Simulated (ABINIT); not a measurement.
## Geometry relaxation of CdS (part 2 of 4)

Continued. System: CdS (P6₃mc, 4 atoms in the cell). Method: Kohn-Sham DFT of a periodic cell, LDA, PseudoDojo NC SR LDA v0.4.1 standard, no spin polarisation (ABINIT 10.8.3); cutoff 1278.94 eV, 5×5×3 k-mesh, fermi-dirac of 0.05 eV. The structure derives from an entry of the Crystallography Open Database.

Geometry of the input (Å; fractional positions):
```
4.1500  0.0000  0.0000
-2.0750  3.5940  0.0000
0.0000  0.0000  6.7370
Cd 0.6667  0.3333  0.5000
Cd 0.3333  0.6667  0.0000
S  0.6667  0.3333  0.8750
S  0.3333  0.6667  0.3750
```

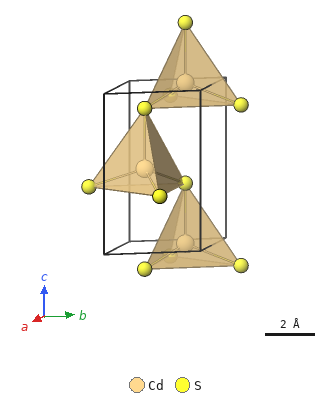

Figure 1. The starting structure (polyhedral view of the cell of the calculation, seen slightly off an axis; polyhedra are completed across the faces of the cell).

Output, continued
```
---SELF-CONSISTENT-FIELD CONVERGENCE--------------------------------------------

--- !BeginCycle
iteration_state: {dtset: 1, itime: 3, icycle: 1, }
solver: {iscf: 7, nstep: 80, nline: 4, wfoptalg: 0, }
tolerances: {tolvrs: 1.00E-12, }
...

     iter   Etot(hartree)      deltaE(h)  residm     vres2
 ETOT  1  -372.44180096553    -3.724E+02 8.628E+02 4.601E+03
 ETOT  2  -372.60124650486    -1.594E-01 2.819E-01 1.221E+03
 ETOT  3  -372.76396203228    -1.627E-01 3.386E-03 1.503E+02
 ETOT  4  -372.77773491234    -1.377E-02 6.833E-04 2.563E+00
 ETOT  5  -372.77812993671    -3.950E-04 3.009E-04 3.831E-01
 ETOT  6  -372.77815329063    -2.335E-05 2.602E-04 6.600E-03
 ETOT  7  -372.77815365717    -3.665E-07 1.797E-04 3.434E-04
 ETOT  8  -372.77815367405    -1.688E-08 6.838E-05 1.905E-05
 ETOT  9  -372.77815367550    -1.451E-09 1.117E-04 3.396E-07
 ETOT 10  -372.77815367553    -2.939E-11 3.206E-05 2.358E-08
 ETOT 11  -372.77815367550     2.808E-11 6.388E-05 2.286E-09
 ETOT 12  -372.77815367551    -5.912E-12 1.561E-05 4.790E-11
 ETOT 13  -372.77815367552    -1.319E-11 3.571E-05 5.024E-13

 At SCF step   13       vres2   =  5.02E-13 < tolvrs=  1.00E-12 =>converged.

 Cartesian components of stress tensor (hartree/bohr^3)
  sigma(1 1)= -1.71250152E-05  sigma(3 2)=  0.00000000E+00
  sigma(2 2)= -1.71250152E-05  sigma(3 1)=  0.00000000E+00
  sigma(3 3)= -3.39250917E-06  sigma(2 1)=  0.00000000E+00

--- !ResultsGS
iteration_state: {dtset: 1, itime: 3, icycle: 1, }
comment   : Summary of ground state results
lattice_vectors:
- [  7.6881223,   0.0000000,   0.0000000, ]
- [ -3.8440612,   6.6581093,   0.0000000, ]
- [  0.0000000,   0.0000000,  12.5210732, ]
lattice_lengths: [   7.68812,    7.68812,   12.52107, ]
lattice_angles: [ 90.000,  90.000, 120.000, ] # degrees, (23, 13, 12)
lattice_volume:   6.4093318E+02
convergence: {deltae: -1.319E-11, res2:  5.024E-13, residm:  3.571E-05, diffor: null, }
etotal    :  -3.72778154E+02
entropy   :   0.00000000E+00
fermie    :   1.89930901E-01
cartesian_stress_tensor: # hartree/bohr^3
- [ -1.71250152E-05,   0.00000000E+00,   0.00000000E+00, ]
- [  0.00000000E+00,  -1.71250152E-05,   0.00000000E+00, ]
- [  0.00000000E+00,   0.00000000E+00,  -3.39250917E-06, ]
pressure_GPa:   3.6916E-01
xred      :
- [  6.6667E-01,   3.3333E-01,   4.9878E-01, Cd]
- [  3.3333E-01,   6.6667E-01,  -1.2179E-03, Cd]
- [  6.6667E-01,   3.3333E-01,   8.7622E-01,  S]
- [  3.3333E-01,   6.6667E-01,   3.7622E-01,  S]
cartesian_forces: # hartree/bohr
- [ -1.75117220E-29,   5.05519871E-29,   9.24683529E-04, ]
- [  5.25351660E-29,   1.01103974E-29,   9.24683529E-04, ]
- [ -1.75117220E-29,  -3.03311922E-29,  -9.24683529E-04, ]
- [ -1.75117220E-29,  -3.03311922E-29,  -9.24683529E-04, ]
force_length_stats: {min:   9.24683529E-04, max:   9.24683529E-04, mean:   9.24683529E-04, }
...

 Integrated electronic density in atomic spheres:
 ------------------------------------------------
 Atom  Sphere_radius  Integrated_density
    1        2.00000         17.17784022
    2        2.00000         17.17784022
    3        2.00000          3.91747200
    4        2.00000          3.91747200

---OUTPUT-----------------------------------------------------------------------

 Cartesian coordinates (xcart) [bohr]
  3.84406117071941E+00  2.21936975169289E+00  6.24528676572092E+00
 -1.24946152789967E-16  4.43873950338578E+00 -1.52498111982009E-02
  3.84406117071941E+00  2.21936975169289E+00  1.09711888208067E+01
 -1.24946152789967E-16  4.43873950338578E+00  4.71065224388754E+00
 Reduced coordinates (xred)
  6.66666666666667E-01  3.33333333333333E-01  4.98782068357014E-01
  3.33333333333333E-01  6.66666666666667E-01 -1.21793164298591E-03
  6.66666666666667E-01  3.33333333333333E-01  8.76217931642986E-01
  3.33333333333333E-01  6.66666666666667E-01  3.76217931642986E-01
 Cartesian forces (fcart) [Ha/bohr]; max,rms= 9.24684E-04 5.33866E-04 (free atoms)
 -1.75117220016199E-29  5.05519870581218E-29  9.24683529433916E-04
  5.25351660048596E-29  1.01103974116244E-29  9.24683529433916E-04
 -1.75117220016199E-29 -3.03311922348731E-29 -9.24683529433916E-04
 -1.75117220016199E-29 -3.03311922348731E-29 -9.24683529433916E-04
 Gradient of E wrt nuclear positions in reduced coordinates (gred)
  1.34632261157719E-28 -4.03896783473158E-28 -1.15780301161914E-02
 -4.03896783473158E-28  1.34632261157719E-28 -1.15780301161914E-02
  1.34632261157719E-28  1.34632261157719E-28  1.15780301161914E-02
  1.34632261157719E-28  1.34632261157719E-28  1.15780301161914E-02
 Scale of Primitive Cell (acell) [bohr]
  7.68812234143882E+00  7.68812234143012E+00  1.25210731538383E+01
 Real space primitive translations (rprimd) [bohr]
  7.68812234143882E+00  0.00000000000000E+00  0.00000000000000E+00
 -3.84406117071941E+00  6.65810925507868E+00  0.00000000000000E+00
  0.00000000000000E+00  0.00000000000000E+00  1.25210731538383E+01
 Unitary Cell Volume (ucvol) [Bohr^3]=  6.40933181600116E+02
 Angles (23,13,12)= [degrees]
  9.00000000000000E+01  9.00000000000000E+01  1.20000000000037E+02
 Lengths [Bohr]
  7.68812234143882E+00  7.68812234143012E+00  1.25210731538383E+01
 Stress tensor in cartesian coordinates (strten) [Ha/bohr^3]
 -1.71250152188468E-05  0.00000000000000E+00  0.00000000000000E+00
  0.00000000000000E+00 -1.71250151944479E-05  0.00000000000000E+00
  0.00000000000000E+00  0.00000000000000E+00 -3.39250916968868E-06
 Total energy (etotal) [Ha]= -3.72778153675524E+02

 Difference of energy with previous step (new-old):
           Absolute (Ha)=-1.21316E-03
           Relative     =-3.25437E-06

--- Iteration: ( 4/50) Internal Cycle: (1/1)
--------------------------------------------------------------------------------

---SELF-CONSISTENT-FIELD CONVERGENCE--------------------------------------------

--- !BeginCycle
iteration_state: {dtset: 1, itime: 4, icycle: 1, }
solver: {iscf: 7, nstep: 80, nline: 4, wfoptalg: 0, }
tolerances: {tolvrs: 1.00E-12, }
...

     iter   Etot(hartree)      deltaE(h)  residm     vres2
 ETOT  1  -372.77589040641    -3.728E+02 2.890E-04 3.404E+01
 ETOT  2  -372.77776465182    -1.874E-03 8.313E-06 2.941E+00
 ETOT  3  -372.77804670535    -2.821E-04 1.056E-05 7.755E-01
 ETOT  4  -372.77812084914    -7.414E-05 2.068E-06 3.925E-02
 ETOT  5  -372.77812357325    -2.724E-06 1.474E-06 1.827E-03
 ETOT  6  -372.77812363891    -6.566E-08 9.077E-07 6.142E-05
 ETOT  7  -372.77812364398    -5.070E-09 5.519E-07 6.707E-06
 ETOT  8  -372.77812364446    -4.770E-10 3.347E-07 2.896E-07
 ETOT  9  -372.77812364449    -3.729E-11 3.284E-07 1.456E-08
 ETOT 10  -372.77812364450    -1.364E-12 1.766E-07 5.667E-10
 ETOT 11  -372.77812364445     4.184E-11 1.833E-07 4.750E-11
 ETOT 12  -372.77812364448    -2.387E-11 9.560E-08 2.475E-12
 ETOT 13  -372.77812364449    -9.891E-12 1.011E-07 1.031E-13

 At SCF step   13       vres2   =  1.03E-13 < tolvrs=  1.00E-12 =>converged.

 Cartesian components of stress tensor (hartree/bohr^3)
  sigma(1 1)=  5.63403567E-06  sigma(3 2)=  0.00000000E+00
  sigma(2 2)=  5.63403569E-06  sigma(3 1)=  0.00000000E+00
  sigma(3 3)= -2.31380983E-05  sigma(2 1)=  0.00000000E+00

--- !ResultsGS
iteration_state: {dtset: 1, itime: 4, icycle: 1, }
comment   : Summary of ground state results
lattice_vectors:
- [  7.7017943,   0.0000000,   0.0000000, ]
- [ -3.8508971,   6.6699495,   0.0000000, ]
- [  0.0000000,   0.0000000,  12.5239421, ]
lattice_lengths: [   7.70179,    7.70179,   12.52394, ]
lattice_angles: [ 90.000,  90.000, 120.000, ] # degrees, (23, 13, 12)
lattice_volume:   6.4336216E+02
convergence: {deltae: -9.891E-12, res2:  1.031E-13, residm:  1.011E-07, diffor: null, }
etotal    :  -3.72778124E+02
entropy   :   0.00000000E+00
fermie    :   1.88039307E-01
cartesian_stress_tensor: # hartree/bohr^3
- [  5.63403567E-06,   0.00000000E+00,   0.00000000E+00, ]
- [  0.00000000E+00,   5.63403569E-06,   0.00000000E+00, ]
- [  0.00000000E+00,   0.00000000E+00,  -2.31380983E-05, ]
pressure_GPa:   1.1641E-01
xred      :
- [  6.6667E-01,   3.3333E-01,   5.0061E-01, Cd]
- [  3.3333E-01,   6.6667E-01,   6.1394E-04, Cd]
- [  6.6667E-01,   3.3333E-01,   8.7439E-01,  S]
- [  3.3333E-01,   6.6667E-01,   3.7439E-01,  S]
cartesian_forces: # hartree/bohr
- [ -8.74031791E-30,  -5.55084739E-29,  -1.94316450E-03, ]
- [  2.62209537E-29,   5.04622490E-30,  -1.94316450E-03, ]
- [ -7.86628612E-29,  -1.51386747E-29,   1.94316450E-03, ]
- [  6.11822254E-29,   6.56009237E-29,   1.94316450E-03, ]
force_length_stats: {min:   1.94316450E-03, max:   1.94316450E-03, mean:   1.94316450E-03, }
...

 Integrated electronic density in atomic spheres:
 ------------------------------------------------
 Atom  Sphere_radius  Integrated_density
    1        2.00000         17.16141899
    2        2.00000         17.16141899
    3        2.00000          3.90515005
    4        2.00000          3.90515005

---OUTPUT-----------------------------------------------------------------------

 Cartesian coordinates (xcart) [bohr]
  3.85089714534122E+00  2.22331650348096E+00  6.26966005739455E+00
  1.70101392920623E-16  4.44663300696192E+00  7.68900083992920E-03
  3.85089714534122E+00  2.22331650348096E+00  1.09507603481307E+01
  1.70101392920623E-16  4.44663300696192E+00  4.68878929157604E+00
 Reduced coordinates (xred)
  6.66666666666667E-01  3.33333333333333E-01  5.00613944137596E-01
  3.33333333333333E-01  6.66666666666667E-01  6.13944137595531E-04
  6.66666666666667E-01  3.33333333333333E-01  8.74386055862404E-01
  3.33333333333333E-01  6.66666666666667E-01  3.74386055862404E-01
 Cartesian forces (fcart) [Ha/bohr]; max,rms= 1.94316E-03 1.12189E-03 (free atoms)
 -8.74031791011324E-30 -5.55084738803584E-29 -1.94316450092839E-03
  2.62209537303397E-29  5.04622489821439E-30 -1.94316450092839E-03
 -7.86628611910192E-29 -1.51386746946432E-29  1.94316450092839E-03
  6.11822253707927E-29  6.56009236767872E-29  1.94316450092839E-03
 Gradient of E wrt nuclear positions in reduced coordinates (gred)
  6.73161305788597E-29  3.36580652894298E-28  2.43360797258759E-02
 -2.01948391736579E-28  6.73161305788597E-29  2.43360797258759E-02
  6.05845175209737E-28 -2.01948391736579E-28 -2.43360797258759E-02
 -4.71212914052018E-28 -2.01948391736579E-28 -2.43360797258759E-02
 Scale of Primitive Cell (acell) [bohr]
  7.70179429068244E+00  7.70179429067373E+00  1.25239421131092E+01
 Real space primitive translations (rprimd) [bohr]
  7.70179429068244E+00  0.00000000000000E+00  0.00000000000000E+00
 -3.85089714534122E+00  6.66994951044289E+00  0.00000000000000E+00
  0.00000000000000E+00  0.00000000000000E+00  1.25239421131092E+01
 Unitary Cell Volume (ucvol) [Bohr^3]=  6.43362158447675E+02
 Angles (23,13,12)= [degrees]
  9.00000000000000E+01  9.00000000000000E+01  1.20000000000037E+02
 Lengths [Bohr]
  7.70179429068244E+00  7.70179429067373E+00  1.25239421131092E+01
 Stress tensor in cartesian coordinates (strten) [Ha/bohr^3]
  5.63403566792610E-06  0.00000000000000E+00  0.00000000000000E+00
  0.00000000000000E+00  5.63403569220529E-06  0.00000000000000E+00
  0.00000000000000E+00  0.00000000000000E+00 -2.31380982530383E-05
 Total energy (etotal) [Ha]= -3.72778123644487E+02

 Difference of energy with previous step (new-old):
           Absolute (Ha)= 3.00310E-05
           Relative     = 8.05601E-08

--- Iteration: ( 5/50) Internal Cycle: (1/1)
--------------------------------------------------------------------------------

---SELF-CONSISTENT-FIELD CONVERGENCE--------------------------------------------

--- !BeginCycle
iteration_state: {dtset: 1, itime: 5, icycle: 1, }
solver: {iscf: 7, nstep: 80, nline: 4, wfoptalg: 0, }
tolerances: {tolvrs: 1.00E-12, }
...

     iter   Etot(hartree)      deltaE(h)  residm     vres2
 ETOT  1  -372.77629254706    -3.728E+02 2.980E-05 2.427E+01
 ETOT  2  -372.77784395246    -1.551E-03 6.893E-06 2.475E+00
 ETOT  3  -372.77812229895    -2.783E-04 8.910E-06 4.196E-01
 ETOT  4  -372.77818075451    -5.846E-05 6.117E-07 1.550E-02
 ETOT  5  -372.77818187588    -1.121E-06 3.045E-07 3.533E-04
 ETOT  6  -372.77818188851    -1.263E-08 1.695E-07 2.115E-05
 ETOT  7  -372.77818189011    -1.599E-09 1.301E-07 2.526E-06
 ETOT  8  -372.77818189029    -1.770E-10 7.909E-08 7.796E-08
 ETOT  9  -372.77818189028     1.194E-12 6.290E-08 4.159E-09
 ETOT 10  -372.77818189031    -2.444E-11 3.868E-08 3.596E-10
 ETOT 11  -372.77818189030     8.583E-12 3.060E-08 3.967E-11
 ETOT 12  -372.77818189030     4.206E-12 1.896E-08 8.342E-13

 At SCF step   12       vres2   =  8.34E-13 < tolvrs=  1.00E-12 =>converged.

 Cartesian components of stress tensor (hartree/bohr^3)
  sigma(1 1)= -5.94404660E-06  sigma(3 2)=  0.00000000E+00
  sigma(2 2)= -5.94404658E-06  sigma(3 1)=  0.00000000E+00
  sigma(3 3)=  3.50638432E-06  sigma(2 1)=  0.00000000E+00

--- !ResultsGS
iteration_state: {dtset: 1, itime: 5, icycle: 1, }
comment   : Summary of ground state results
lattice_vectors:
- [  7.6998025,   0.0000000,   0.0000000, ]
- [ -3.8499012,   6.6682246,   0.0000000, ]
- [  0.0000000,   0.0000000,  12.5365270, ]
lattice_lengths: [   7.69980,    7.69980,   12.53653, ]
lattice_angles: [ 90.000,  90.000, 120.000, ] # degrees, (23, 13, 12)
lattice_volume:   6.4367560E+02
convergence: {deltae:  4.206E-12, res2:  8.342E-13, residm:  1.896E-08, diffor: null, }
etotal    :  -3.72778182E+02
entropy   :   0.00000000E+00
fermie    :   1.87824626E-01
cartesian_stress_tensor: # hartree/bohr^3
- [ -5.94404660E-06,   0.00000000E+00,   0.00000000E+00, ]
- [  0.00000000E+00,  -5.94404658E-06,   0.00000000E+00, ]
- [  0.00000000E+00,   0.00000000E+00,   3.50638432E-06, ]
pressure_GPa:   8.2199E-02
xred      :
- [  6.6667E-01,   3.3333E-01,   4.9893E-01, Cd]
- [  3.3333E-01,   6.6667E-01,  -1.0654E-03, Cd]
- [  6.6667E-01,   3.3333E-01,   8.7607E-01,  S]
- [  3.3333E-01,   6.6667E-01,   3.7607E-01,  S]
cartesian_forces: # hartree/bohr
- [  6.99406309E-29,   4.03802421E-29,   6.55066453E-04, ]
- [ -6.99406309E-29,  -4.03802421E-29,   6.55066453E-04, ]
- [ -3.49703155E-29,  -2.01901210E-29,  -6.55066453E-04, ]
- [  3.49703155E-29,   2.01901210E-29,  -6.55066453E-04, ]
force_length_stats: {min:   6.55066453E-04, max:   6.55066453E-04, mean:   6.55066453E-04, }
...

 Integrated electronic density in atomic spheres:
 ------------------------------------------------
 Atom  Sphere_radius  Integrated_density
    1        2.00000         17.16901504
    2        2.00000         17.16901504
    3        2.00000          3.91128082
    4        2.00000          3.91128082

---OUTPUT-----------------------------------------------------------------------

 Cartesian coordinates (xcart) [bohr]
  3.84990124841687E+00  2.22274152212360E+00  6.25490685793221E+00
  1.70248815280032E-16  4.44548304424721E+00 -1.33566586382450E-02
  3.84990124841687E+00  2.22274152212360E+00  1.09828178126365E+01
  1.70248815280032E-16  4.44548304424721E+00  4.71455429606609E+00
 Reduced coordinates (xred)
  6.66666666666667E-01  3.33333333333333E-01  4.98934580637609E-01
  3.33333333333333E-01  6.66666666666667E-01 -1.06541936239088E-03
  6.66666666666667E-01  3.33333333333333E-01  8.76065419362391E-01
  3.33333333333333E-01  6.66666666666667E-01  3.76065419362391E-01
 Cartesian forces (fcart) [Ha/bohr]; max,rms= 6.55066E-04 3.78203E-04 (free atoms)
  6.99406309255760E-29  4.03802420922345E-29  6.55066452501765E-04
 -6.99406309255760E-29 -4.03802420922345E-29  6.55066452501765E-04
 -3.49703154627880E-29 -2.01901210461172E-29 -6.55066452501765E-04
  3.49703154627880E-29  2.01901210461172E-29 -6.55066452501765E-04
 Gradient of E wrt nuclear positions in reduced coordinates (gred)
 -5.38529044630877E-28  1.19527271895270E-44 -8.21225829029209E-03
  5.38529044630877E-28 -1.19527271895270E-44 -8.21225829029209E-03
  2.69264522315439E-28 -5.97636359476352E-45  8.21225829029209E-03
 -2.69264522315439E-28  5.97636359476352E-45  8.21225829029209E-03
 Scale of Primitive Cell (acell) [bohr]
  7.69980249683374E+00  7.69980249682503E+00  1.25365270331409E+01
 Real space primitive translations (rprimd) [bohr]
  7.69980249683374E+00  0.00000000000000E+00  0.00000000000000E+00
 -3.84990124841687E+00  6.66822456637081E+00  0.00000000000000E+00
  0.00000000000000E+00  0.00000000000000E+00  1.25365270331409E+01
 Unitary Cell Volume (ucvol) [Bohr^3]=  6.43675596503836E+02
 Angles (23,13,12)= [degrees]
  9.00000000000000E+01  9.00000000000000E+01  1.20000000000037E+02
 Lengths [Bohr]
  7.69980249683374E+00  7.69980249682503E+00  1.25365270331409E+01
 Stress tensor in cartesian coordinates (strten) [Ha/bohr^3]
 -5.94404660357768E-06  0.00000000000000E+00  0.00000000000000E+00
  0.00000000000000E+00 -5.94404657935574E-06  0.00000000000000E+00
  0.00000000000000E+00  0.00000000000000E+00  3.50638431852179E-06
 Total energy (etotal) [Ha]= -3.72778181890296E+02

 Difference of energy with previous step (new-old):
           Absolute (Ha)=-5.82458E-05
           Relative     =-1.56248E-07

--- Iteration: ( 6/50) Internal Cycle: (1/1)
--------------------------------------------------------------------------------

---SELF-CONSISTENT-FIELD CONVERGENCE--------------------------------------------

--- !BeginCycle
iteration_state: {dtset: 1, itime: 6, icycle: 1, }
solver: {iscf: 7, nstep: 80, nline: 4, wfoptalg: 0, }
tolerances: {tolvrs: 1.00E-12, }
...
```
